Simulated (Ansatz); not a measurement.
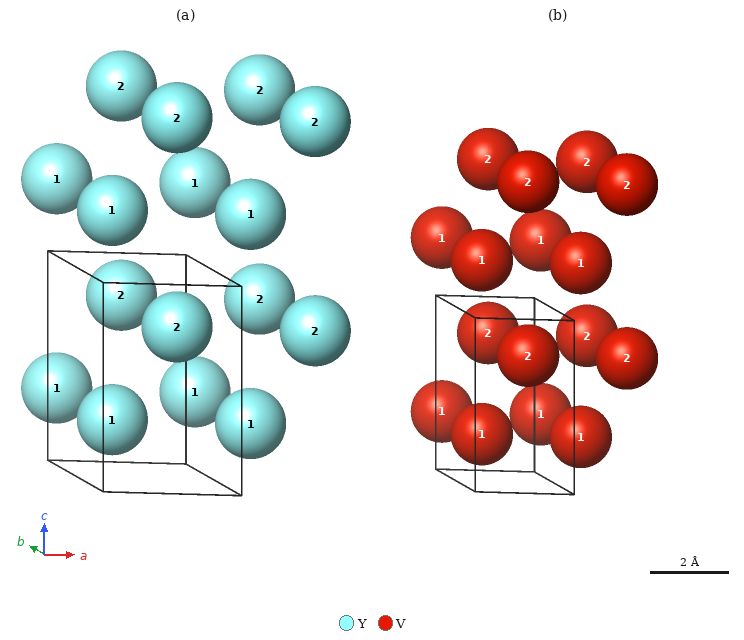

Left: solid Y (set up in P6_3/mmc). Right: the same structure after one change, at the same scale. The picture is a spheres-only view of the cell of the calculation, repeated 2 × 2 × 2 with one cell outlined, seen slightly off an axis.

Theory: Ansatz, DFT PBEsol, scalar-relativistic, plane waves, PAW. Set-up: plane-wave cutoff 420 eV; occupations gaussian; smearing width 0.1 eV; no spin polarisation. The k-mesh is chosen for each cell (12×12×8, 18×18×10).

Question: Which change leads from the left to the right?

Answer: Every yttrium atom is replaced by vanadium, which gives V. Cell and atoms are relaxed again (to zero pressure within 0.1 GPa, forces under 0.01 eV/Å).

Question: And its effect?

Answer: The volume per atom goes from 31.30 to 13.32 Å³. Cell: a = b 3.598 → 2.574 Å (−28.5 %), c 5.586 → 4.643 Å (−16.9 %). Volume −57.5 %. The space group stays P6_3/mmc (No. 194).
